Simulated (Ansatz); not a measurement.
# Geometry relaxation of Si$_{16}$O (part 2 of 3)

The same run, continued: Si$_{16}$O (defect cell, 17 atoms in the cell); DFT r2SCAN, scalar-relativistic, plane waves, PAW, no spin polarisation (Ansatz 0.2.0); cutoff 500 eV, 2×2×2 k-mesh, Gaussian smearing of 0.02 eV. The structure derives from a Materials Project entry. It belongs to a series of runs on one base structure; here: O interstitial, charge +0, atoms relaxed.

Geometry of the input (Å; fractional positions):
```
0.0000  5.4437  -5.4437
5.4437  5.4437  0.0000
5.4437  0.0000  -5.4437
Si 0.1250  0.1250  0.1250
Si 0.1250  0.6250  0.1250
Si 0.6250  0.1250  0.1250
Si 0.6250  0.6250  0.1250
Si 0.1250  0.1250  0.6250
Si 0.1250  0.6250  0.6250
Si 0.6250  0.1250  0.6250
Si 0.6250  0.6250  0.6250
Si 0.2500  0.7500  0.2500
Si 0.2500  0.2500  0.2500
Si 0.7500  0.7500  0.2500
Si 0.7500  0.2500  0.2500
Si 0.2500  0.7500  0.7500
Si 0.2500  0.2500  0.7500
Si 0.7500  0.7500  0.7500
Si 0.7500  0.2500  0.7500
O  -0.0161  0.0092  0.0156
```

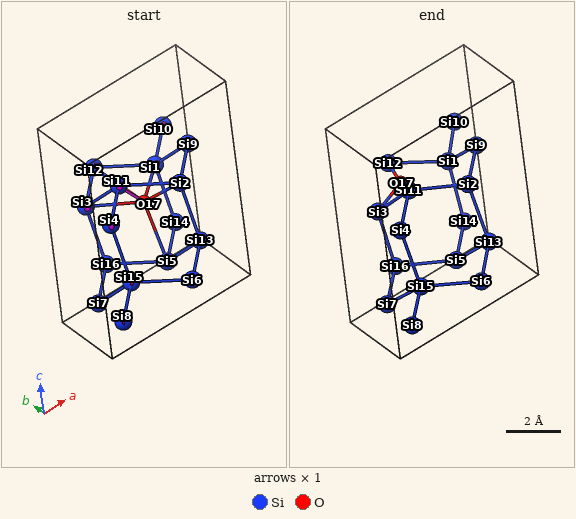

Fig. 1: Before (left) and after (right) the relaxation, at one scale (ball-and-stick view of the cell of the calculation (origin shifted), seen slightly off an axis). The pink arrows give the displacements, at true length. The largest move is that of O17, 1.37 Å. By element the largest moves are O 1.37 Å, Si 0.37 Å. The cell stays as it was. Among the contacts that change: Si5–O17 2.457 → 3.604 Å, Si12–O17 2.587 → 1.642 Å, Si2–O17 2.419 → 3.153 Å, Si3–O17 2.258 → 1.642 Å. New bonds form: Si12–O17 (2.59 → 1.64 Å), Si3–O17 (2.26 → 1.64 Å). Among the angles that change: Si3–O17–Si12 57.7° → 127.8°, Si10–Si3–O17 177.5° → 118.3°, Si1–Si12–O17 55.4° → 87.7°. Over 13 geometry steps the energy falls by 4.143 eV per cell of the calculation. The largest force component goes from 1.3 to 0.0031 eV/Å. (Atoms are counted from 1 in the order of the input.)

```
SCF converged after 2 iterations
Free energy (F): -10792.313177 eV
Harris-Foulkes:  -10792.313177 eV  (|F-HF|=4.08e-9)
Internal energy: -10792.313177 eV  (E = F + TS)
E sigma→0 (E₀):  -10792.313177 eV
Fermi energy:    6.542274 eV
--- Per-component energies (eV) ---
  E_band       = 37.287385
  E_kinetic    = 836.919571
  E_local      = -1045.619897  (includes V_loc(G=0)·N_el)
  E_nonlocal   = 448.086807
  E_hartree    = 372.312978
  E_xc         = -900.720082
  E_vxc        = -906.371388  (∫ρ·V_xc dr)
  E_paw        = -8473.713302  (= ΣΔE_a)
  E_vpaw       = -78.683758  (= ΣTr[D̂ρ^β])
  E_aug_tail   = 0.001115  (compensation charges beyond the density's cutoff)
  E_vtau       = 38.328938  (kinetic-family band-sum trace: ∫τ·v_τ [+ j·A + Jᵃ·Aᵃ] dr)
  E_ewald      = -2028.325498
  E_core_change = -1.254869  (= ΣΔE_core)
  E_smearing   = -0.000000  (= −TS)
  E_closure    = 0.000000  (closes the sum)
  Σ components = -10792.313177   (vs F -10792.313177, Δ=0.00e0)
--- Forces (eV/Å), atoms counted from 1 ---
  atom   1  Si     0.00226577     0.00142729     0.00133720
  atom   2  Si    -0.00306955     0.00147864    -0.00125906
  atom   3  Si    -0.00278211    -0.00138054     0.00083042
  atom   4  Si    -0.00128594     0.00215390    -0.00102519
  atom   5  Si     0.00033741    -0.00003936     0.00004935
  atom   6  Si     0.00198849    -0.00005958    -0.00157102
  atom   7  Si     0.00043661     0.00076933    -0.00260428
  atom   8  Si    -0.00068830    -0.00171169    -0.00095604
  atom   9  Si     0.00052913    -0.00222110     0.00186121
  atom  10  Si     0.00133728    -0.00117866    -0.00068072
  atom  11  Si     0.00302036    -0.00110157    -0.00157453
  atom  12  Si     0.00121062    -0.00202141    -0.00196491
  atom  13  Si    -0.00037640     0.00148688     0.00090085
  atom  14  Si    -0.00164220    -0.00145635     0.00031276
  atom  15  Si    -0.00091725     0.00123686     0.00301157
  atom  16  Si     0.00082355     0.00224045     0.00050522
  atom  17  O     -0.00116449     0.00034337     0.00279887
  max |Σ_I F_I| component: 3.35e-5 eV/Å
--- Band table (eV; the first three rows and the last of 8) ---
  k-point 0: bands = ["-15.5249", "-6.0149", "-4.5760", "-3.7995", "-3.7758", "-3.4067", "-2.9602", "-1.9662", "-1.9597", "-1.8898", "-1.8501", "-1.5221", "-1.2122", "-1.1178", "-1.1134", "0.2882", "0.6775", "1.5706", "1.5945", "3.3223", "3.3691", "3.4768", "3.5106", "3.6634", "3.9312", "4.8494", "4.8952", "5.0085", "5.0408", "5.1079", "5.1563", "5.1990", "5.8693", "6.1485", "6.1988", "6.8858", "7.1973", "7.2208", "7.3937", "7.6106", "7.7102", "8.0055", "8.3780", "8.4313", "8.7346", "9.1806", "9.2083", "9.3387", "9.7544", "9.7874", "9.8251", "9.8430"]
  k-point 1: bands = ["-15.5247", "-5.4099", "-5.0653", "-4.5156", "-3.4834", "-3.3602", "-3.3399", "-3.3390", "-2.5497", "-1.7403", "-0.7599", "-0.4636", "-0.3922", "-0.3427", "0.1572", "1.0021", "1.2082", "1.5917", "2.2541", "2.2809", "2.6087", "2.6479", "2.6939", "2.7577", "2.9336", "3.8204", "3.9849", "4.0114", "4.0533", "4.3605", "4.6428", "4.8989", "5.3938", "5.5278", "5.5947", "7.6448", "7.9091", "8.0293", "8.0991", "8.1718", "8.5456", "9.1057", "9.5045", "9.7333", "10.0715", "10.4732", "10.6380", "10.8423", "10.9472", "11.0050", "11.1249", "11.3159"]
  k-point 2: bands = ["-15.5246", "-5.4315", "-5.0816", "-4.5073", "-3.4486", "-3.3932", "-3.3351", "-3.3013", "-2.4359", "-1.7516", "-0.6570", "-0.5311", "-0.4049", "-0.3490", "-0.0773", "0.6272", "1.4905", "1.5859", "2.2315", "2.3759", "2.5428", "2.6271", "2.6862", "2.8514", "3.1257", "3.7604", "3.9565", "4.0460", "4.1804", "4.3308", "4.6635", "4.9095", "5.3514", "5.5385", "5.6054", "7.7570", "7.8522", "8.0177", "8.1531", "8.2219", "8.5365", "8.8307", "9.5795", "9.8572", "9.9912", "10.4122", "10.5281", "10.7162", "10.8291", "11.0653", "11.1138", "11.3738"]
  k-point 7: bands = ["-15.5244", "-5.7025", "-5.0391", "-3.8233", "-3.4859", "-3.4478", "-3.3377", "-3.3078", "-2.6070", "-2.0421", "-0.4770", "-0.4454", "-0.3828", "-0.2928", "-0.2919", "0.7361", "0.7816", "1.0837", "2.2865", "2.4808", "2.5824", "2.5994", "3.0491", "3.1283", "3.3521", "3.7363", "4.0081", "4.1212", "4.1314", "4.5411", "4.7088", "5.4138", "5.4710", "5.5504", "6.1382", "7.5934", "7.8805", "7.9639", "7.9658", "8.1674", "8.3815", "8.4684", "8.6160", "9.7017", "9.9672", "10.0187", "10.0464", "10.0674", "10.9953", "11.0902", "11.3591", "11.4671"]
--- Relaxed structure (14 steps of the walk, 14 accepted, 0 SCFs on fresh bases) ---
  F+E_penalty+E_count = -10792.31317654 eV   max|allowed force component| = 3.070e-3 eV/Å
  atoms:
    - { symbol: Si, position: [0.16520563109239872, 0.1314406732267571, 0.12349957410051932] }
    - { symbol: Si, position: [0.12589079983492613, 0.6287707003248822, 0.11672477124471613] }
    - { symbol: Si, position: [0.6364930458485281, 0.08654345798785462, 0.10178456022291477] }
    - { symbol: Si, position: [0.6254714269293176, 0.6029794761316836, 0.09992306041332077] }
    - { symbol: Si, position: [0.13154524570665266, 0.1251498027744471, 0.6288460006563639] }
    - { symbol: Si, position: [0.13099796488763032, 0.6284498270053163, 0.6126346927258173] }
    - { symbol: Si, position: [0.6305260049632118, 0.1267568747541089, 0.6180450259045012] }
    - { symbol: Si, position: [0.6276931392678204, 0.6252779871435884, 0.6046270141744325] }
    - { symbol: Si, position: [0.25323184923379993, 0.7559586563505465, 0.2379342968081496] }
    - { symbol: Si, position: [0.2788451018300336, 0.2564767126167449, 0.2546744279063515] }
    - { symbol: Si, position: [0.7504337335542967, 0.7167857488730183, 0.23102188287945968] }
    - { symbol: Si, position: [0.7954722357505769, 0.24543101401105394, 0.25313771020763454] }
    - { symbol: Si, position: [0.2535879908042245, 0.7509521013685168, 0.7420089570768846] }
    - { symbol: Si, position: [0.2568158620378793, 0.254375876209874, 0.749927666384959] }
    - { symbol: Si, position: [0.75680573846104, 0.750558972204127, 0.725810099929453] }
    - { symbol: Si, position: [0.7553614932565548, 0.25153648594557276, 0.7369221572529091] }
    - { symbol: O, position: [-0.19046398595889108, 0.07179499557190702, 0.1780825034116147] }
```

## Trajectory as extended XYZ (Å, eV, eV/Å), 14 frames, from step=1 to step=14
```
17
Lattice="0.0000 5.4437 -5.4437 5.4437 5.4437 0.0000 5.4437 0.0000 -5.4437" Properties=species:S:1:pos:R:3:forces:R:3 step=1 energy=-10788.16997
Si    1.3609    1.3609   -1.3609   -0.7706  -0.4347   0.4781
Si    4.0828    4.0828   -1.3609    0.1897   0.3674   0.3078
Si    1.3609    4.0828   -4.0828   -0.8145   0.5980  -0.5413
Si    4.0828    6.8046   -4.0828    0.0537  -0.1197  -0.1244
Si    4.0828    1.3609   -4.0828    0.1267  -0.2332  -0.2878
Si    6.8046    4.0828   -4.0828   -0.2372   0.1792  -0.1632
Si    4.0828    4.0828   -6.8046    0.0424   0.1509   0.1450
Si    6.8046    6.8046   -6.8046   -0.2157  -0.1319   0.1530
Si    5.4437    5.4437   -2.7219    0.0035  -0.0633  -0.1162
Si    2.7219    2.7219   -2.7219    0.1014  -0.0069  -0.0187
Si    5.4437    8.1656   -5.4437   -0.0585  -0.1597  -0.0900
Si    2.7219    5.4437   -5.4437    0.2386   0.0359  -0.0430
Si    8.1656    5.4437   -5.4437    0.0471  -0.0102   0.0218
Si    5.4437    2.7219   -5.4437    0.0145   0.0858   0.0607
Si    8.1656    8.1656   -8.1656    0.0636  -0.0150  -0.0035
Si    5.4437    5.4437   -8.1656   -0.0452   0.0826   0.1365
O     0.1352   -0.0373    0.0026    1.2603  -0.3252   0.0853
17
Lattice="0.0000 5.4437 -5.4437 5.4437 5.4437 0.0000 5.4437 0.0000 -5.4437" Properties=species:S:1:pos:R:3:forces:R:3 step=2 energy=-10788.49332
Si    1.3275    1.3508   -1.3484   -0.5898  -0.4111   0.4266
Si    4.0987    4.1089   -1.3397    0.1204  -0.0264   0.0082
Si    1.3365    4.0930   -4.0893   -0.9173   0.6052  -0.5558
Si    4.0732    6.8046   -4.0845    0.0204  -0.0331   0.0058
Si    4.0976    1.3412   -4.1066    0.0081   0.1071   0.1461
Si    6.7839    4.0983   -4.0962    0.0621  -0.0266   0.0218
Si    4.0741    4.0895   -6.7993   -0.0122  -0.0036   0.0313
Si    6.7863    6.7962   -6.7930    0.0156  -0.0112   0.0181
Si    5.4333    5.4462   -2.7347   -0.1463   0.0449  -0.2165
Si    2.7306    2.7200   -2.7190    0.1312  -0.0266  -0.0188
Si    5.4314    8.1537   -5.4438   -0.1092  -0.2195   0.0066
Si    2.7316    5.4484   -5.4445   -0.0239   0.0628  -0.0247
Si    8.1608    5.4455   -5.4434   -0.1224   0.0294  -0.0180
Si    5.4336    2.7335   -5.4435   -0.1059   0.1882  -0.0093
Si    8.1483    8.1697   -8.1657   -0.0850   0.0257  -0.0184
Si    5.4319    5.4468   -8.1535   -0.0592   0.0092   0.2011
O     0.2680   -0.0718   -0.0040    1.8144  -0.3145  -0.0044
17
Lattice="0.0000 5.4437 -5.4437 5.4437 5.4437 0.0000 5.4437 0.0000 -5.4437" Properties=species:S:1:pos:R:3:forces:R:3 step=3 energy=-10788.90818
Si    1.3024    1.3535   -1.3509   -0.8257  -0.3423   0.3237
Si    4.1206    4.1107   -1.3358   -0.2372  -0.1160  -0.1363
Si    1.3018    4.0963   -4.0899   -1.1419   0.4977  -0.5000
Si    4.0456    6.8090   -4.0772   -0.1711  -0.0034   0.0285
Si    4.1144    1.3438   -4.0986   -0.3652   0.2186   0.2070
Si    6.7836    4.1070   -4.1023   -0.0714  -0.0285  -0.0009
Si    4.0494    4.0877   -6.7963   -0.2087  -0.0734  -0.0355
Si    6.7843    6.7886   -6.7806   -0.0825   0.0043  -0.0218
Si    5.4173    5.4538   -2.7591    0.0691   0.0473  -0.1195
Si    2.7327    2.7266   -2.7191    0.4328  -0.0161  -0.0152
Si    5.4147    8.1270   -5.4370    0.0807  -0.1669   0.0734
Si    2.7275    5.4545   -5.4443   -0.2998   0.0724  -0.0359
Si    8.1718    5.4490   -5.4407    0.1075   0.0081   0.0126
Si    5.4200    2.7542   -5.4446    0.1450   0.1193   0.0178
Si    8.1207    8.1733   -8.1615    0.0358   0.0328   0.0205
Si    5.4186    5.4449   -8.1263    0.1718  -0.0075   0.1498
O     0.4220   -0.1053   -0.0449    2.3611  -0.2467   0.0315
17
Lattice="0.0000 5.4437 -5.4437 5.4437 5.4437 0.0000 5.4437 0.0000 -5.4437" Properties=species:S:1:pos:R:3:forces:R:3 step=4 energy=-10789.40648
Si    1.2772    1.3671   -1.3658   -0.4448  -0.2167   0.3046
Si    4.1273    4.1098   -1.3354   -0.2713  -0.1846  -0.1759
Si    1.2637    4.0909   -4.0846   -0.8592   0.3299  -0.2972
Si    4.0105    6.8137   -4.0645   -0.1082  -0.0297   0.0915
Si    4.1077    1.3585   -4.0814   -0.2167   0.1866   0.2237
Si    6.7783    4.1163   -4.1069    0.0313   0.0046   0.0382
Si    4.0242    4.0781   -6.7981   -0.0916  -0.0304   0.0742
Si    6.7772    6.7808   -6.7661    0.0516   0.0203   0.0116
Si    5.4069    5.4608   -2.7755   -0.0403   0.0205  -0.0264
Si    2.7470    2.7414   -2.7167    0.1396   0.0859  -0.0963
Si    5.3993    8.1038   -5.4262   -0.0266  -0.0189   0.0630
Si    2.7302    5.4606   -5.4493   -0.8559   0.0961  -0.3005
Si    8.1878    5.4524   -5.4337    0.0208  -0.0233  -0.0415
Si    5.4152    2.7673   -5.4412    0.0419  -0.0330  -0.0743
Si    8.0920    8.1762   -8.1541   -0.0531   0.0041  -0.0211
Si    5.4102    5.4452   -8.1057    0.0412  -0.0732  -0.0430
O     0.5925   -0.1485   -0.1039    2.6442  -0.1406   0.2674
17
Lattice="0.0000 5.4437 -5.4437 5.4437 5.4437 0.0000 5.4437 0.0000 -5.4437" Properties=species:S:1:pos:R:3:forces:R:3 step=5 energy=-10789.98646
Si    1.2508    1.3786   -1.3772    0.0015   0.1171  -0.0099
Si    4.1241    4.1035   -1.3405   -0.2451  -0.2566  -0.2230
Si    1.2223    4.0871   -4.0801   -0.6158  -0.0237  -0.0245
Si    3.9807    6.8136   -4.0563   -0.1018  -0.1083   0.0716
Si    4.0956    1.3714   -4.0668   -0.0177   0.1061   0.1567
Si    6.7743    4.1219   -4.1099    0.1146   0.0062   0.0394
Si    4.0018    4.0712   -6.7976    0.0414   0.0336   0.1570
Si    6.7721    6.7764   -6.7578    0.1677   0.0236   0.0039
Si    5.3964    5.4633   -2.7885   -0.1052   0.0401   0.1269
Si    2.7526    2.7528   -2.7198   -0.2306   0.2105  -0.1301
Si    5.3838    8.0843   -5.4202   -0.1478   0.0878   0.1055
Si    2.7239    5.4669   -5.4573   -1.1050   0.1873  -0.6424
Si    8.1981    5.4535   -5.4313   -0.0480  -0.0059  -0.0417
Si    5.4098    2.7767   -5.4378   -0.0905  -0.1612  -0.1255
Si    8.0723    8.1783   -8.1501   -0.1173   0.0006  -0.0078
Si    5.4008    5.4468   -8.0899   -0.1512  -0.1198  -0.1238
O     0.7876   -0.1717   -0.1281    2.6501  -0.1375   0.6678
17
Lattice="0.0000 5.4437 -5.4437 5.4437 5.4437 0.0000 5.4437 0.0000 -5.4437" Properties=species:S:1:pos:R:3:forces:R:3 step=6 energy=-10790.53667
Si    1.2420    1.3995   -1.3948    0.3173   0.5842  -0.5277
Si    4.1102    4.0896   -1.3527   -0.1472  -0.1262  -0.1213
Si    1.1853    4.0766   -4.0711   -0.6248  -0.3180   0.1584
Si    3.9562    6.8029   -4.0551   -0.1664  -0.1942   0.0088
Si    4.0877    1.3805   -4.0567    0.0365   0.0280   0.0130
Si    6.7739    4.1235   -4.1099    0.0812   0.0214   0.0163
Si    3.9903    4.0699   -6.7912    0.0560   0.0489   0.1678
Si    6.7723    6.7755   -6.7553    0.1170   0.0242   0.0121
Si    5.3881    5.4656   -2.7876   -0.0521   0.0117   0.2052
Si    2.7426    2.7674   -2.7330   -0.3698   0.2502  -0.2013
Si    5.3669    8.0750   -5.4150   -0.2084   0.0303   0.0659
Si    2.6922    5.4782   -5.4854    0.3610   0.6039  -0.8404
Si    8.2018    5.4534   -5.4320   -0.0678  -0.0213  -0.0103
Si    5.4055    2.7749   -5.4400   -0.0878  -0.1750  -0.0571
Si    8.0625    8.1797   -8.1477   -0.0834  -0.0136  -0.0001
Si    5.3892    5.4444   -8.0845   -0.2092  -0.0655  -0.0577
O     0.9804   -0.1820   -0.0971    1.0485  -0.6889   1.1684
17
Lattice="0.0000 5.4437 -5.4437 5.4437 5.4437 0.0000 5.4437 0.0000 -5.4437" Properties=species:S:1:pos:R:3:forces:R:3 step=7 energy=-10791.14754
Si    1.2585    1.4575   -1.4496    0.8386   0.6608  -0.6258
Si    4.0901    4.0786   -1.3653    0.0084   0.0733   0.0393
Si    1.1331    4.0468   -4.0505   -0.7972  -0.0302  -0.2107
Si    3.9331    6.7864   -4.0474    0.0093  -0.2197   0.1386
Si    4.0789    1.3894   -4.0544    0.0437  -0.0515  -0.1064
Si    6.7729    4.1257   -4.1080   -0.0301   0.0145   0.0148
Si    3.9912    4.0642   -6.7849    0.1538  -0.1449   0.0974
Si    6.7696    6.7752   -6.7511   -0.0174   0.0064   0.0223
Si    5.3846    5.4698   -2.7732    0.0543  -0.0358   0.2693
Si    2.7216    2.8018   -2.7679   -0.3042   0.3174  -0.3909
Si    5.3341    8.0614   -5.4102   -0.2244  -0.0839  -0.0027
Si    2.7238    5.5237   -5.5487    1.2534   1.5562  -1.4220
Si    8.1990    5.4516   -5.4319   -0.0607  -0.0211  -0.0008
Si    5.4052    2.7650   -5.4449    0.0384  -0.1851   0.0157
Si    8.0517    8.1793   -8.1436   -0.0783   0.0112  -0.0014
Si    5.3666    5.4432   -8.0791   -0.1374   0.0231   0.0340
O     1.1331   -0.2450    0.0016   -0.7496  -1.8905   2.1294
```
